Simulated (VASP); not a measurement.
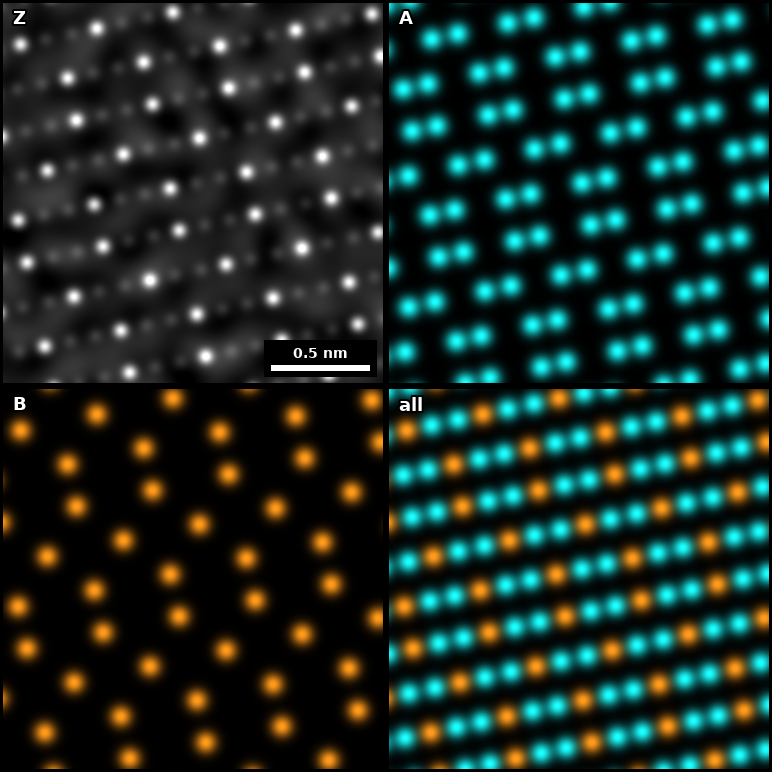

Si2Mo (P6_222, No. 180) along [100]. Panel Z: The image is simulated as a sum over atoms of Z^1.6, blurred by a 0.61 Å probe (no channelling). The probe carries 25 % of its weight in a tail 2.5 times as wide. The speckle of an amorphous layer was added. The other panels are simulated element maps (the number of atoms of one element along the beam, blurred by 0.9 Å; each on its own scale, no channelling); the last overlays them. Atomic positions: a cell listed in the Materials Project, as set up for an electronic-structure calculation.

```cif
data_structure
_symmetry_space_group_name_H-M 'P 1'
_symmetry_Int_Tables_number 1
_cell_length_a 4.5855
_cell_length_b 4.5855
_cell_length_c 6.5798
_cell_angle_alpha 90.000
_cell_angle_beta 90.000
_cell_angle_gamma 120.000
_cell_volume 119.81
loop_
_atom_site_label
_atom_site_type_symbol
_atom_site_fract_x
_atom_site_fract_y
_atom_site_fract_z
_atom_site_occupancy
Mo1 Mo 0.50000 0.50000 0.83333 1
Mo2 Mo 0.00000 0.50000 0.16667 1
Mo3 Mo 0.50000 0.00000 0.50000 1
Si1 Si 0.16387 0.32775 0.50000 1
Si2 Si 0.67225 0.83613 0.16667 1
Si3 Si 0.83613 0.16387 0.83333 1
Si4 Si 0.83613 0.67225 0.50000 1
Si5 Si 0.32775 0.16387 0.16667 1
Si6 Si 0.16387 0.83613 0.83333 1
```

Which element does each lettered map show?

A: Si, B: Mo. The projected cell (3.97 × 6.58 Å, 90°) holds 9 columns: 6 of Si and 3 of Mo. No column is shared by two of the mapped elements.
